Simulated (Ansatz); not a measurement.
## Si: geometry relaxation

- system: Si (Fd-3m, 2 atoms in the cell)
- method: DFT, LDA, plane waves, PAW (Ansatz 0.2.0)

The structure derives from a Materials Project entry.

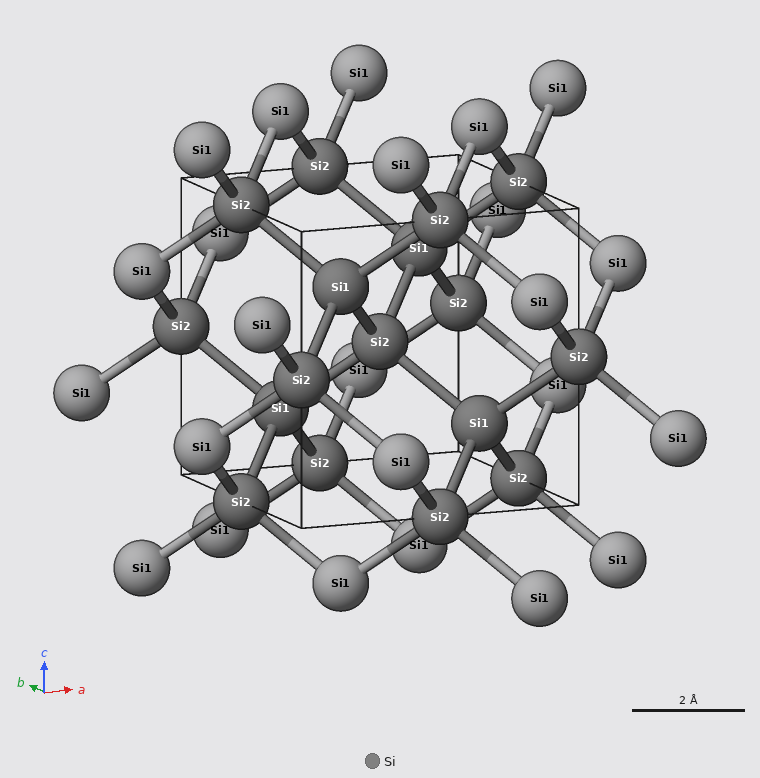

*The structure as given in the input (ball-and-stick view of the cell 4 times as large as that of the calculation, set on its symmetry axes, seen slightly off an axis; neighbours outside the cell are drawn fainter; atoms are numbered from 1 in the order of the input).*

Near neighbours in the crystal (not all of them lie inside the picture): Si has 4 Si at 2.34 Å.

Input file:
```yaml
crystal:
  lattice:
    - [0.0, 2.7009711439, 2.7009711439]
    - [2.7009711439, 0.0, 2.7009711439]
    - [2.7009711439, 2.7009711439, 0.0]
  atoms:
    - { symbol: Si, position: [0.75, 0.75, 0.75] }
    - { symbol: Si, position: [0.5, 0.5, 0.5] }
basis:
  ecutwfc: 420
kpoints:
  mp_grid: { grid: [12, 12, 12] }
hamiltonian:
  xc: lda
scf:
  occupations: { method: gaussian, width: 0.02 }
  max_iter: 50
output:
  forces: true
  eigenvalues: true
  stress: true
relax:
  adjacent_minimum: "off"
  f_tol: 0.005
  max_steps: 80
  cell: { stress_tol: 0.05 }
ecutwfc: 400
```

Machine: 4 threads of Intel Xeon @ 2.10GHz (Emerald Rapids), 189 GiB of memory available, shared host.

Command:
```bash
ansatz run input.yaml --threads 4 --pin off --max-ram 8192MiB --backend cpu --events-out ev --progress --plain --runs-dir out
```

Log:
```
Error: YAML parse error: error: line 27 column 1: unknown field `ecutwfc`, expected one of crystal, accuracy, basis, kpoints, hamiltonian, magnetization, projection, total_charge, correlation, batch, efield, external_charges, scf, relax, neb, saddle, md, ramp, phonons, dielectric, real_time, elastic, magnetic_configurations, gw, evaluate, workflow, output, checkpoint, execution
  --> <input>:27:1
   |
25 |   max_steps: 80
26 |   cell: { stress_tol: 0.05 }
27 | ecutwfc: 400
   | ^ unknown field `ecutwfc`, expected one of crystal, accuracy, basis, kpoints, hamiltonian, magnetization, projection, total_charge, correlation, batch, efield, external_charges, scf, relax, neb, saddle, md, ramp, phonons, dielectric, real_time, elastic, magnetic_configurations, gw, evaluate, workflow, output, checkpoint, execution
```

Outcome:

- outcome: refused by the program
- space group (tolerance 0.01 Å): Fd-3m (227)

Diagnosis:

A setting was made wrong on purpose: a key of the basis section typed at the top level (`ecutwfc`). The program refused the input: “YAML parse error: error: line 27 column 1: unknown field `ecutwfc`, expected one of crystal, accuracy, basis, kpoints, hamiltonian, magnetization, projection, total_charge, correlation, batch, efield, external_charges, scf, relax, neb, saddle, md, ramp, phonons, dielectric, real_time, elastic, magnetic_configurations, …”
